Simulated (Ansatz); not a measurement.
System: Al₂Cu, space group Fm-3m (No. 225).

The given structure:
```yaml
crystal:
  lattice:
    - [-1.98564, 1.98564, 2.80812]
    - [1.98564, -1.98564, 2.80812]
    - [1.98564, 1.98564, -2.80812]
  atoms:
    - { symbol: Al, position: [0.75000, 0.25000, 0.50000] }
    - { symbol: Al, position: [0.25000, 0.75000, 0.50000] }
    - { symbol: Cu, position: [0.50000, 0.50000, 0.00000] }
```

Method: elastic stress-strain coefficients at zero temperature from small strains of the given cell, Voigt order xx yy zz yz xz xy, Cartesian axes of the cell vectors; plane waves with PAW datasets, Γ-centred k mesh (Ansatz 0.2.0). Level: PBEsol, no spin polarisation.

wave cutoff 420 eV; k mesh 14×14×14; occupations Fermi–Dirac; smearing width 0.15 eV; ions relaxed; strain amplitude 0.005.

What does the calculation give for the sound velocities against the direction of travel in the xy plane, from the elastic constants and the density?

Along x the longitudinal wave runs at 7.16 km/s and the transverse ones at 4.05 and 3.65 km/s; along y the longitudinal wave runs at 7.16 km/s and the transverse ones at 4.05 and 3.65 km/s; along z the longitudinal wave runs at 6.94 km/s and the transverse ones at 4.05 and 4.05 km/s; along x + y they run at 6.94, 4.05 and 4.05 km/s (density 4.41 g/cm³). Over all directions E runs from 154 to 184 GPa, a ratio of 1.20. E is 175 GPa along x, 175 GPa along y and 154 GPa along z, and 173 GPa along the body diagonal x + y + z. The Hill averages are K = 134 GPa and G = 66 GPa, Poisson's ratio 0.29; K/G = 2.01, above Pugh's empirical 1.75, a sign of ductile behaviour in a metal.

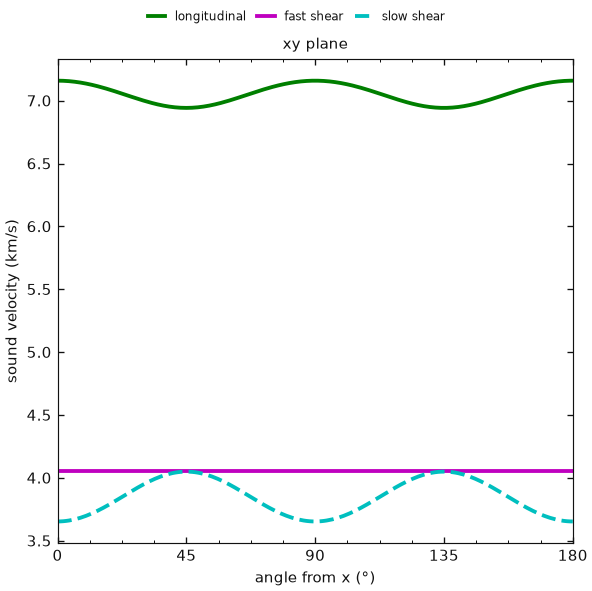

Limits of the calculation: metal sensitive to the k mesh.
